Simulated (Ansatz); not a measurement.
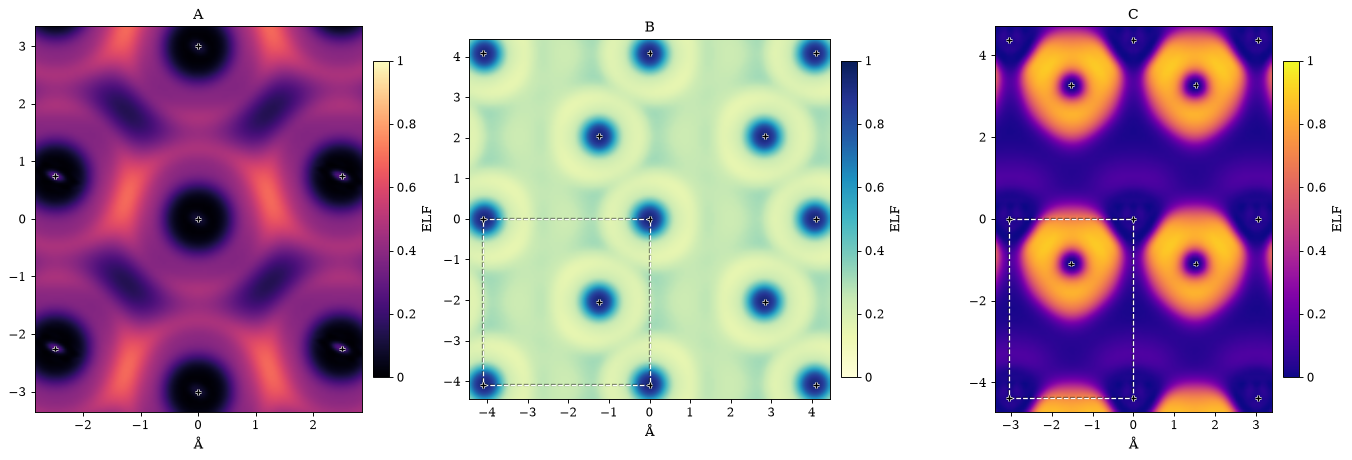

The ELF of 3 systems, each on a plane through atoms (crosses mark nuclei in the plane).

Computed with DFT r2SCAN, scalar-relativistic, plane waves, PAW in Ansatz 0.2.0.

System 1: Cu, the (100) plane of the conventional cell. Space group Cmcm; a structure from a database of computed crystals, not necessarily the ambient phase; not relaxed (largest force 0.5 eV/Å); computed pressure about 2 GPa in this cell; computed without spin polarisation.

```yaml
crystal:
  lattice:
    - [0.00000, 0.00000, 2.73863]
    - [-2.89538, 2.89538, 0.00000]
    - [-2.89538, -2.89538, 0.00000]
  atoms:
    - { symbol: Cu, position: [0.00000, 0.15231, 0.75000] }
    - { symbol: Cu, position: [0.50000, 0.65231, 0.75000] }
    - { symbol: Cu, position: [0.00000, 0.84769, 0.25000] }
    - { symbol: Cu, position: [0.50000, 0.34769, 0.25000] }
```

System 2: Ge, the (010) plane of the conventional cell. Space group I4₁/amd; a structure from a database of computed crystals, not necessarily the ambient phase.

```xyz
4
Lattice="4.9860 0.0000 0.0000 0.0000 4.9860 0.0000 0.0000 0.0000 3.0031" Properties=species:S:1:pos:R:3 pbc="T T T"
Ge    2.4930    0.0000    0.7508
Ge    0.0000    2.4930    2.2523
Ge    0.0000    0.0000    1.5015
Ge    2.4930    2.4930    0.0000
```

System 3: AlN, the (010) plane of the conventional cell. Space group Imm2; a structure from a database of computed crystals, not necessarily the ambient phase; changed on purpose from its base cell (strain +0.0350 x Voigt [0, 0, 0, 0, 0, 1], atoms carried along); not relaxed (largest force 0.3 eV/Å).

### Which map belongs to which system?

Panel A is system 2, Ge: the plane holds Ge. Ge–Ge (2.60 Å): the ELF peaks at about 0.70 between the atoms. Panel B is system 1, Cu: the plane holds Cu. Cu–Cu (2.40 Å): the ELF is about 0.20 at the midpoint: no localised pair shows between them. Panel C is system 3, AlN: the plane holds Al and N. Al–N (1.87 Å): the ELF peaks at about 0.90 in the valence shell of N, 0.7 Å from its nucleus, and is about 0.85 at the midpoint.
